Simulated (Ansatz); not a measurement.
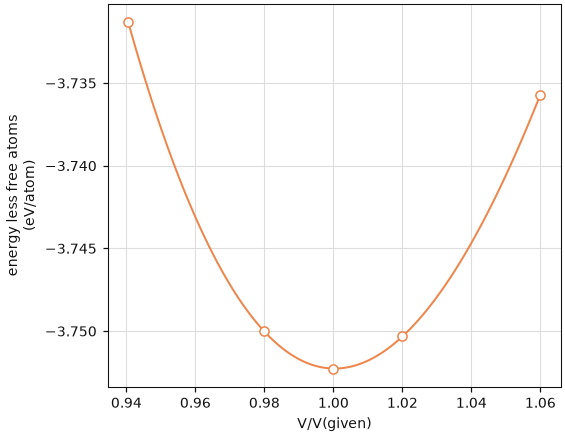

The plot gives the computed energy less free atoms against V/V(given).

Calculation (Ansatz 0.2.0): periodic Kohn-Sham DFT of a crystal at fixed atoms, scaled to the stated factor times the given cell; pressure positive in compression, energy less spherical unpolarised free atoms. Level: PBE.

Question: For which of these solids was it computed?
A. Ru, P6_3/mmc (No. 194), 13.8 Å³/atom
B. Cu, P6_3/mmc (No. 194), 12.0 Å³/atom
C. Al, Pm-3m (No. 221), 20.1 Å³/atom

Answer: B, Cu: energy less free atoms from −3.7523 eV/atom to −3.7313 eV/atom, V0 11.97 Å³/atom, B0 139 GPa. The others give: Ru, energy less free atoms from −9.2454 eV/atom to −9.1920 eV/atom, V0 13.76 Å³/atom, B0 312 GPa; Al, energy less free atoms from −3.3743 eV/atom to −3.3644 eV/atom, V0 20.15 Å³/atom, B0 56.8 GPa.

For Cu, limits of the calculation: shape and atomic fractions are frozen while scaling, which makes layered, chain and framework solids too stiff.

For Ru, limits of the calculation: shape and atomic fractions are frozen while scaling, which makes layered, chain and framework solids too stiff.
